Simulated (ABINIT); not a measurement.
## Density-of-states run of SrO (part 2 of 2)

The same run, continued: SrO (Fm-3m, 2 atoms in the cell); Kohn-Sham DFT of a periodic cell, SOGGA, JTH PAW PBE v2.0, no spin polarisation (ABINIT 10.8.3); cutoff 625.86 eV, 9×9×9 k-mesh, fermi-dirac of 0.01 eV. The structure derives from an entry of the Crystallography Open Database. The geometry was changed: volume scaled by 1.25.

The program's output, continued:
```
 cartesian forces (hartree/bohr) at end:
    1     -0.00000000000000    -0.00000000000000    -0.00000000000000
    2     -0.00000000000000    -0.00000000000000    -0.00000000000000
 frms,max,avg= 0.0000000E+00 0.0000000E+00   0.000E+00  0.000E+00  0.000E+00 h/b

 cartesian forces (eV/Angstrom) at end:
    1     -0.00000000000000    -0.00000000000000    -0.00000000000000
    2     -0.00000000000000    -0.00000000000000    -0.00000000000000
 frms,max,avg= 0.0000000E+00 0.0000000E+00   0.000E+00  0.000E+00  0.000E+00 e/A
 length scales=  7.387961554469  7.387961554469  7.387961554469 bohr
              =  3.909540887000  3.909540887000  3.909540887000 angstroms
 Fermi (or HOMO) energy (eV) =   4.63873   Average Vxc (eV)=  -9.34660
 Eigenvalues (   eV  ) for nkpt=  35  k points:
 kpt#   1, nband= 12, wtk=  0.00137, kpt=  0.0000  0.0000  0.0000 (reduced coord)
 -29.94370  -11.76036  -11.76036  -11.76036  -11.69805    3.04880    3.04880    3.04880
   5.48951    8.73125    8.73125    8.73125
 prteigrs : prtvol=0 or 1, do not print more k-points.

--- !EnergyTerms
iteration_state     : {dtset: 1, }
comment             : Components of total free energy in Hartree
kinetic             :  1.67556996533557E+01
hartree             :  9.73566461731659E+00
xc                  : -9.62716519384519E+00
Ewald energy        : -3.60977204732498E+01
psp_core            :  1.56618035945052E+00
local_psp           : -3.44136194280310E+01
PAW spherical_terms :  4.91853735423073E+00
internal            : -4.71624231107725E+01
'-kT*entropy'       :  2.50654162397075E-16
total_energy        : -4.71624231107725E+01
total_energy_eV     : -1.28335491156361E+03
...

--- !EnergyTermsDC
iteration_state     : {dtset: 1, }
comment             : '"Double-counting" decomposition of free energy'
band_energy         : -5.16861582406325E+00
Ewald energy        : -3.60977204732498E+01
psp_core            :  1.56618035945052E+00
xc_dc               : -8.82682580509360E+00
PAW spherical_terms :  1.36455883188679E+00
internal            : -4.71624229110693E+01
'-kT*entropy'       :  2.50654162397075E-16
total_energy_dc     : -4.71624229110693E+01
total_energy_dc_eV  : -1.28335490612941E+03
...

--- !EnergyTermsWithPAWCore
iteration_state     : {dtset: 1, }
comment             : 'Components of total free energy, including PAW core contributions'
Total energy        : -3.25244125654421E+03
Total energy DC     : -3.25244125634451E+03
Total energy (eV)   : -8.85034352741884E+04
Total energy DC (eV): -8.85034352687542E+04
...

 Cartesian components of stress tensor (hartree/bohr^3)
  sigma(1 1)=  4.45269586E-04  sigma(3 2)=  0.00000000E+00
  sigma(2 2)=  4.45269586E-04  sigma(3 1)=  0.00000000E+00
  sigma(3 3)=  4.45269586E-04  sigma(2 1)=  0.00000000E+00

-Cartesian components of stress tensor (GPa)         [Pressure= -1.3100E+01 GPa]
- sigma(1 1)=  1.31002835E+01  sigma(3 2)=  0.00000000E+00
- sigma(2 2)=  1.31002835E+01  sigma(3 1)=  0.00000000E+00
- sigma(3 3)=  1.31002835E+01  sigma(2 1)=  0.00000000E+00

================================================================================
== DATASET  2 ==================================================================

--- !DatasetInfo
iteration_state: {dtset: 2, }
dimensions: {natom: 2, nkpt: 84, mband: 16, nsppol: 1, nspinor: 1, nspden: 1, mpw: 1522, }
cutoff_energies: {ecut:  23.0, pawecutdg:  45.0, }
electrons: {nelect:   1.60000000E+01, charge:   0.00000000E+00, occopt:   3.00000000E+00, tsmear:   3.67493222E-04, }
meta: {optdriver: 0, ionmov: 0, optcell: 0, iscf: -3, paral_kgb: 0, }
...

 mkfilename : getden/=0, take file _DEN from output of DATASET   1.

 Real(R)+Recip(G) space primitive vectors, cartesian coordinates (Bohr,Bohr^-1):
 R(1)=  0.0000000  5.2240777  5.2240777  G(1)= -0.0957107  0.0957107  0.0957107
 R(2)=  5.2240777  0.0000000  5.2240777  G(2)=  0.0957107 -0.0957107  0.0957107
 R(3)=  5.2240777  5.2240777  0.0000000  G(3)=  0.0957107  0.0957107 -0.0957107
 Unit cell volume ucvol=  2.8514048E+02 bohr^3
 Angles (23,13,12)=  6.00000000E+01  6.00000000E+01  6.00000000E+01 degrees

 Coarse grid specifications (used for wave-functions):

 getcut: wavevector=  0.0000  0.0000  0.0000  ngfft=  32  32  32
         ecut(hartree)=     23.000   => boxcut(ratio)=   2.00630

 Fine grid specifications (used for densities):

 getcut: wavevector=  0.0000  0.0000  0.0000  ngfft=  48  48  48
         ecut(hartree)=     45.000   => boxcut(ratio)=   2.15152
--------------------------------------------------------------------------------

================================================================================

--- !BeginCycle
iteration_state: {dtset: 2, }
solver: {iscf: -3, nstep: 100, nline: 4, wfoptalg: 10, }
tolerances: {tolwfr: 1.00E-10, }
...

     iter   Etot(hartree)      deltaE(h)  residm     vres2
 Non-SCF case, kpt    1 (  0.00000  0.00000  0.00000), residuals and eigenvalues=
  3.37E-11  2.73E-11  5.74E-11  1.98E-11  8.55E-11  1.02E-11  2.75E-11  5.33E-11
  3.01E-11  7.74E-11  7.32E-12  4.66E-11  5.46E-11  4.09E-11  3.33E-11  3.23E-05
 -1.1004E+00 -4.3219E-01 -4.3219E-01 -4.3219E-01 -4.2989E-01  1.1204E-01
  1.1204E-01  1.1204E-01  2.0174E-01  3.2087E-01  3.2087E-01  3.2087E-01
  3.8528E-01  3.8528E-01  5.2049E-01  8.5158E-01
 prteigrs : prtvol=0 or 1, do not print more k-points.

--- !ResultsGS
iteration_state: {dtset: 2, }
comment   : Summary of ground state results
lattice_vectors:
- [  0.0000000,   5.2240777,   5.2240777, ]
- [  5.2240777,   0.0000000,   5.2240777, ]
- [  5.2240777,   5.2240777,   0.0000000, ]
lattice_lengths: [   7.38796,    7.38796,    7.38796, ]
lattice_angles: [ 60.000,  60.000,  60.000, ] # degrees, (23, 13, 12)
lattice_volume:   2.8514048E+02
convergence: {deltae:  0.000E+00, res2:  0.000E+00, residm:  9.993E-11, diffor:  0.000E+00, }
etotal    :  -4.71624229E+01
entropy   :   0.00000000E+00
fermie    :   1.22337289E-01
cartesian_stress_tensor: null
pressure_GPa: null
xred      :
- [  5.0000E-01,   5.0000E-01,   5.0000E-01, Sr]
- [  0.0000E+00,   0.0000E+00,   0.0000E+00,  O]
cartesian_forces: null
force_length_stats: {min: null, max: null, mean: null, }
...

 Integrated electronic density in atomic spheres:
 ------------------------------------------------
 Atom  Sphere_radius  Integrated_density
    1        2.20670          7.27733678
    2        1.41465          4.41342601

================================================================================

 ----iterations are completed or convergence reached----

 Mean square residual over all n,k,spin=   44.384E-12; max=  99.928E-12
 reduced coordinates (array xred) for    2 atoms
       0.500000000000      0.500000000000      0.500000000000
       0.000000000000      0.000000000000      0.000000000000

 cartesian coordinates (angstrom) at end:
    1      2.76446287257636     2.76446287257636     2.76446287257636
    2      0.00000000000000     0.00000000000000     0.00000000000000
 length scales=  7.387961554469  7.387961554469  7.387961554469 bohr
              =  3.909540887000  3.909540887000  3.909540887000 angstroms
 Eigenvalues (   eV  ) for nkpt=  84  k points:
 kpt#   1, nband= 16, wtk=  0.00046, kpt=  0.0000  0.0000  0.0000 (reduced coord)
 -29.94370  -11.76037  -11.76037  -11.76037  -11.69804    3.04881    3.04881    3.04881
   5.48951    8.73125    8.73125    8.73125   10.48409   10.48409   14.16338   23.17257
 prteigrs : prtvol=0 or 1, do not print more k-points.

--- !EnergyTerms
iteration_state     : {dtset: 2, }
comment             : Components of total free energy in Hartree
kinetic             :  1.67556896321805E+01
hartree             :  9.73566616954296E+00
xc                  : -9.62716535236238E+00
Ewald energy        : -3.60977204732498E+01
psp_core            :  1.56618035945052E+00
local_psp           : -3.44136210933409E+01
PAW spherical_terms :  4.91853782553759E+00
internal            : -4.71624329322414E+01
'-kT*entropy'       :  2.33744243600766E-16
total_energy        : -4.71624329322414E+01
total_energy_eV     : -1.28335517881940E+03
...

--- !EnergyTermsDC
iteration_state     : {dtset: 2, }
comment             : '"Double-counting" decomposition of free energy'
band_energy         : -5.16861471785591E+00
Ewald energy        : -3.60977204732498E+01
psp_core            :  1.56618035945052E+00
xc_dc               : -8.82682729544551E+00
PAW spherical_terms :  1.36455888126564E+00
internal            : -4.71624232458350E+01
'-kT*entropy'       :  2.33744243600766E-16
total_energy_dc     : -4.71624232458350E+01
total_energy_dc_eV  : -1.28335491523885E+03
...

--- !EnergyTermsWithPAWCore
iteration_state     : {dtset: 2, }
comment             : 'Components of total free energy, including PAW core contributions'
Total energy        : -3.25244126636568E+03
Total energy DC     : -3.25244125667928E+03
Total energy (eV)   : -8.85034355414442E+04
Total energy DC (eV): -8.85034352778636E+04
...

== END DATASET(S) ==============================================================
================================================================================

 -outvars: echo values of variables after computation  --------
            acell      7.3879615545E+00  7.3879615545E+00  7.3879615545E+00 Bohr
           etotal1    -4.7162422911E+01
           etotal2    -4.7162422911E+01
            fcart1    -0.0000000000E+00 -0.0000000000E+00 -0.0000000000E+00
                      -0.0000000000E+00 -0.0000000000E+00 -0.0000000000E+00
            rprim      0.0000000000E+00  7.0710678120E-01  7.0710678120E-01
                       7.0710678120E-01  0.0000000000E+00  7.0710678120E-01
                       7.0710678120E-01  7.0710678120E-01  0.0000000000E+00
           strten1     4.4526958557E-04  4.4526958557E-04  4.4526958557E-04
                       0.0000000000E+00  0.0000000000E+00  0.0000000000E+00
           xangst      2.7644628726E+00  2.7644628726E+00  2.7644628726E+00
                       0.0000000000E+00  0.0000000000E+00  0.0000000000E+00
             xred      5.0000000000E-01  5.0000000000E-01  5.0000000000E-01
                       0.0000000000E+00  0.0000000000E+00  0.0000000000E+00
 Calculation completed.
```

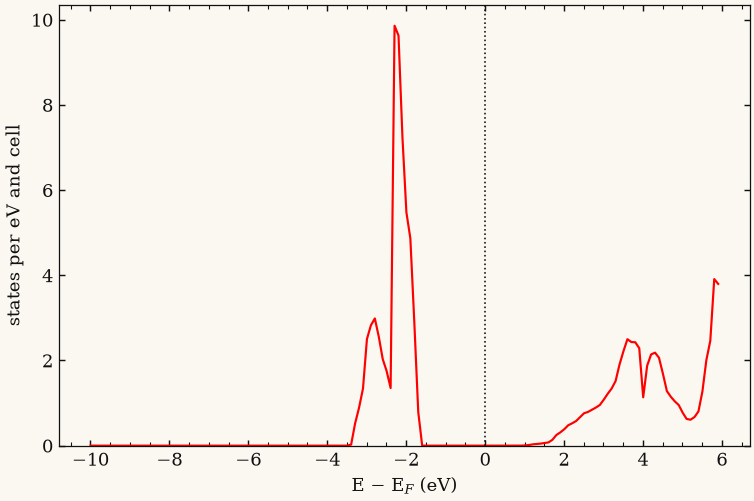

Figure 1. Density of states from the levels on the mesh of the run, whose fine structure reflects that mesh, with energies from the Fermi level of the run. At the top of the window the curve may fall because the computed bands end.

This output came from the following input.

Input file:
```
ndtset 2

pp_dirpath "./"
pseudos "Sr.GGA_PBE-JTH.xml, O.GGA_PBE-JTH.xml"

acell 3.909540887 3.909540887 3.909540887 Angstrom
rprim
     0.0000000000     0.7071067812     0.7071067812
     0.7071067812     0.0000000000     0.7071067812
     0.7071067812     0.7071067812     0.0000000000
ntypat 2
znucl 38 8
natom 2
typat 1 2
xred
     0.5000000000     0.5000000000     0.5000000000
     0.0000000000     0.0000000000     0.0000000000
chkprim 0
chksymtnons 0
tolsym 1.0e-6

ecut 23.0
pawecutdg 45.0

ixc -150130

occopt 3
tsmear 0.01 eV

nstep 100

iomode 3
prtwf 0
prteig 0
prtebands 0
enunit 1
prtden1 1

kptopt1 1
ngkpt1 9 9 9
nshiftk1 1
shiftk1 0.0 0.0 0.0
nband1 12
tolvrs1 1.0e-9

iscf2 -3
getden2 1
nband2 16
nbdbuf2 4
tolwfr2 1.0e-10
kptopt2 1
ngkpt2 13 13 13
nshiftk2 1
shiftk2 0.0 0.0 0.0
prtdos2 2
dosdeltae2 0.02 eV
```

Run as:
```bash
abinit run.abi > log 2>&1
```

Key numbers:

```json
{"quantity": "outcome", "value": "converged"}
{"quantity": "space group (tolerance 0.01 Å)", "value": "Fm-3m (225)"}
{"quantity": "electrons treated", "value": "16"}
{"quantity": "free energy", "value": "−1283.3549 eV"}
{"quantity": "Fermi energy", "value": "4.639 eV"}
{"quantity": "gap on the k-point mesh", "value": "2.44 eV"}
{"quantity": "pressure", "value": "−13.10 GPa"}
{"quantity": "largest force (length of the vector)", "value": "under 0.001 eV/Å"}
{"quantity": "hardware", "value": "1 thread of Arm Neoverse N1, 98 GiB of memory available, shared host"}
{"quantity": "wall time", "value": "87 s"}
{"quantity": "peak memory", "value": "0.13 GiB"}
```

The cell is under a tension of 13.1 GPa at this level, so it is not at its equilibrium volume.
